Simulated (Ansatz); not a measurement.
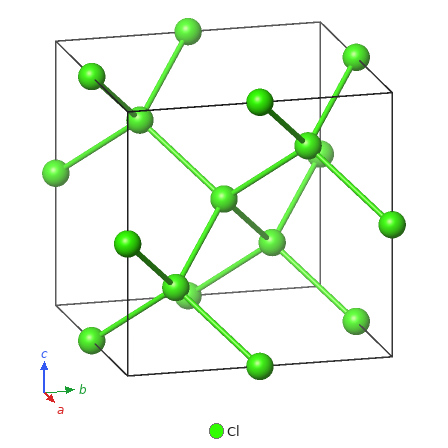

System: Cl, space group Fd-3m (No. 227). The picture shows the conventional cell.

Structure:
```xyz
2
Lattice="0.0000 3.2358 3.2358 3.2358 0.0000 3.2358 3.2358 3.2358 0.0000" Properties=species:S:1:pos:R:3 pbc="T T T"
Cl    0.0000    0.0000    0.0000
Cl    1.6179    1.6179    1.6179
```

One of the inputs:
```
crystal:
  lattice:
    - [0.0, 3.2358498239, 3.2358498239]
    - [3.2358498239, 0.0, 3.2358498239]
    - [3.2358498239, 3.2358498239, 0.0]
  atoms:
    - { symbol: Cl, position: [0.0, 0.0, 0.0] }
    - { symbol: Cl, position: [0.25, 0.25, 0.25] }
kpoints:
  mp_grid: { grid: [14, 14, 14] }
  band_path:
    path:
      - [0.0, 0.0, 0.0]
      - [0.5, 0.0, 0.5]
      - [0.625, 0.25, 0.625]
      - [0.375, 0.375, 0.75]
      - [0.0, 0.0, 0.0]
      - [0.5, 0.5, 0.5]
      - [0.5, 0.25, 0.75]
      - [0.5, 0.0, 0.5]
    npoints: 14
scf:
  occupations: { method: fermi_dirac, width: 0.08 }
hamiltonian:
  xc: pbe
  pseudopotentials: { kind: paw }
output:
  forces: true
  stress: true
  eigenvalues: true
  efg: { contact_densities: true }
  populations: true
  bader: true
  dos: { projected: true, de: 0.2, e_range: [-14, 8] }
  write_density: true
  write_potential: true
  elf: true
  volumetric_format: npy
```

Launched with:
```bash
ansatz run input.yaml --threads 1 --pin off --max-ram 2048MiB --backend cpu --events-out ev --progress --plain --runs-dir out
```

Calculation (Ansatz 0.2.0): periodic Kohn-Sham DFT of a crystal at fixed atoms, scaled to the stated factor times the given cell; pressure positive in compression. Level: PBE.

method frozen-core PAW; relativity scalar; k mesh 14×14×14; occupations Fermi–Dirac; smearing width 0.08 eV; wave cutoff 420 eV; PAW set soft_2.

V(given) is 33.88 Å³/atom.

What does the calculation give for the pressure against V/V(given)? The V/V(given) takes the values 0.950, 0.975, 1.000, 1.025, 1.050.

The pressure falls from 1.028 GPa at V/V(given) 0.950 to −0.740 GPa at 1.050, and changes sign near 1.001. The volume at zero pressure from a fit of the pressures is 33.9 Å³/atom. The bulk modulus from that fit is 17.5 GPa.

```
V/V(given)  pressure (GPa)
     0.950           1.028
     0.975           0.481
     1.000           0.010
     1.025          -0.394
     1.050          -0.740
```

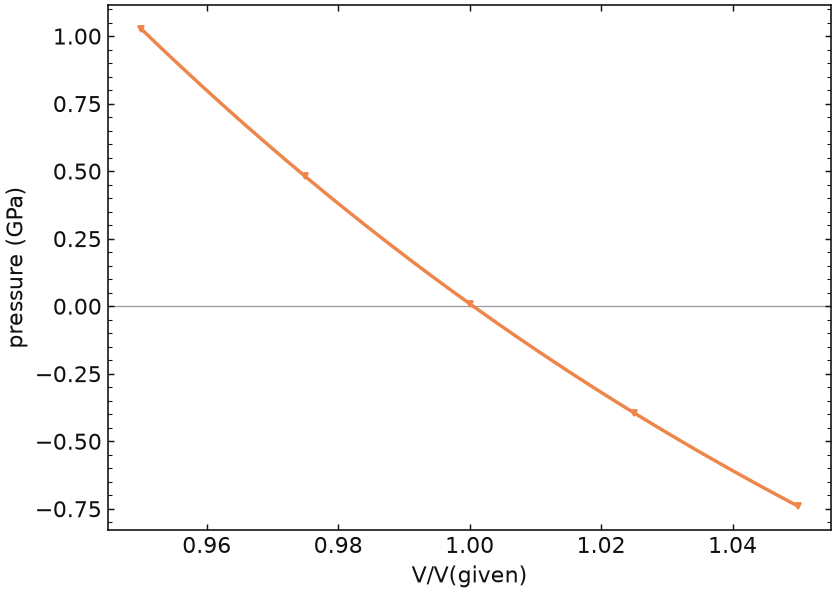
